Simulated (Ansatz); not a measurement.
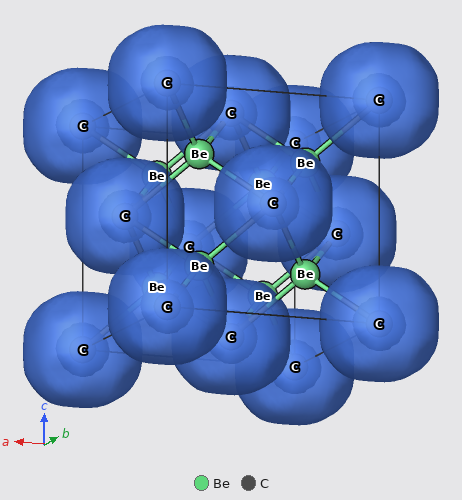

Be2C. Isosurface of the ELF at 0.65 (blue), seen at an oblique angle. Only the valence region is drawn (cores and ρ < 0.01 e/Å³ removed). Sticks mark near contacts.

Space group Fm-3m; a structure from a database of computed crystals, not necessarily the ambient phase; started from the database structure prototype, which need not be the ambient phase.

These are results of DFT, r2SCAN, plane waves, PAW in Ansatz, not measurements.

```xyz
12
Lattice="4.3210 0.0000 0.0000 0.0000 4.3210 0.0000 0.0000 0.0000 4.3210" Properties=species:S:1:pos:R:3 pbc="T T T"
Be    3.2407    1.0802    1.0802
Be    1.0802    3.2407    1.0802
Be    1.0802    1.0802    3.2407
Be    3.2407    3.2407    3.2407
Be    1.0802    1.0802    1.0802
Be    3.2407    3.2407    1.0802
Be    3.2407    1.0802    3.2407
Be    1.0802    3.2407    3.2407
C     0.0000    0.0000    0.0000
C     2.1605    2.1605    0.0000
C     2.1605    0.0000    2.1605
C     0.0000    2.1605    2.1605
```

Question: Identify the bonds, lone pairs and shells in this picture.

Answer: At this value the surface marks out four regions wrapped around C (the valence shell of each), counted in one cell of 12 atoms. Any copies at cell faces, edges or corners count once.

Values along the shortest contacts:
Be–C (1.87 Å): the ELF peaks at about 0.85 in the valence shell of C, 0.8 Å from its nucleus, and is about 0.85 at the midpoint.
